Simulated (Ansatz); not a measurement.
## Electronic structure of Al$_{3}$GaN$_{4}$ in real space

```cif
data_structure
_symmetry_space_group_name_H-M 'P 1'
_symmetry_Int_Tables_number 1
_cell_length_a 3.1149
_cell_length_b 3.1149
_cell_length_c 8.7889
_cell_angle_alpha 90.000
_cell_angle_beta 90.000
_cell_angle_gamma 90.000
_cell_volume 85.27
loop_
_atom_site_label
_atom_site_type_symbol
_atom_site_fract_x
_atom_site_fract_y
_atom_site_fract_z
_atom_site_occupancy
Al1 Al 0.00000 0.00000 0.75377 1
N1 N 0.00000 0.50000 0.87677 1
Al2 Al 0.50000 0.50000 0.00000 1
N2 N 0.50000 0.00000 0.12323 1
Al3 Al 0.00000 0.00000 0.24623 1
N3 N 0.00000 0.50000 0.36780 1
Ga1 Ga 0.50000 0.50000 0.50000 1
N4 N 0.50000 0.00000 0.63220 1
```

Space group P-4m2; started from the ordered alloy on zincblende lattice prototype, which need not be the ambient phase.

These are results of DFT, PBE0, plane waves, PAW in Ansatz 0.2.0, not measurements.

The density is the valence pseudo-density of a PAW calculation; it isn't the true density close to the nuclei.

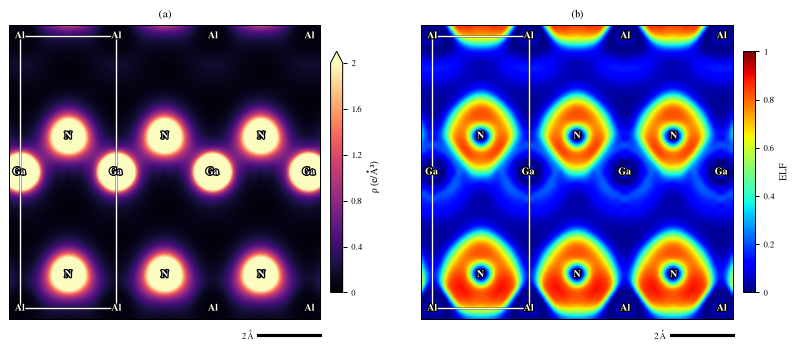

Figure 1. (a) valence pseudo-density; (b) electron localisation function on the (100) plane of the conventional cell.

Question: Interpret the plot.

Answer: Atoms in the plane: Al, N and Ga.
Al–N (1.90 Å): ρ is about 0.69 e/Å³ halfway; the ELF peaks at about 0.90 between the atoms: a shared but strongly polarised pair.
Ga–N (1.94 Å): the density is about 0.75 e/Å³ at the midpoint; the ELF peaks at about 0.85 in the valence shell of N, 0.7 Å from its nucleus, and is about 0.45 at the midpoint.
Between the atoms the lowest density in this plane is 0.04 e/Å³.

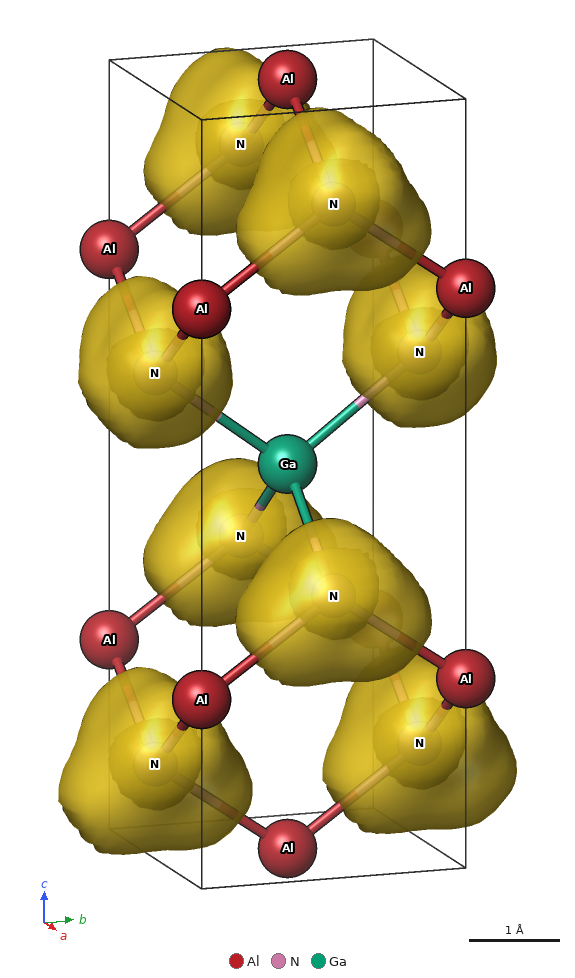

Figure 2. Isosurface of the electron localisation function at 0.75 (yellow), seen slightly off an axis. Core shells and regions of very low density are left out. Sticks mark near contacts.

Question: Describe the localisation domains.

Answer: The surface consists of four regions on N in which the atom's valence shell and bonds are merged, counted in one cell of 8 atoms. Regions shared between cells count once.


Al–N (1.89 Å): the ELF peaks at about 0.90 between the atoms; a polar covalent bond.

Question: Does the calculation make it a metal, or give it a gap?

Answer: It is gapped, with a Kohn–Sham gap of 5.2 eV on the k-point mesh, an upper bound to the gap of this method.
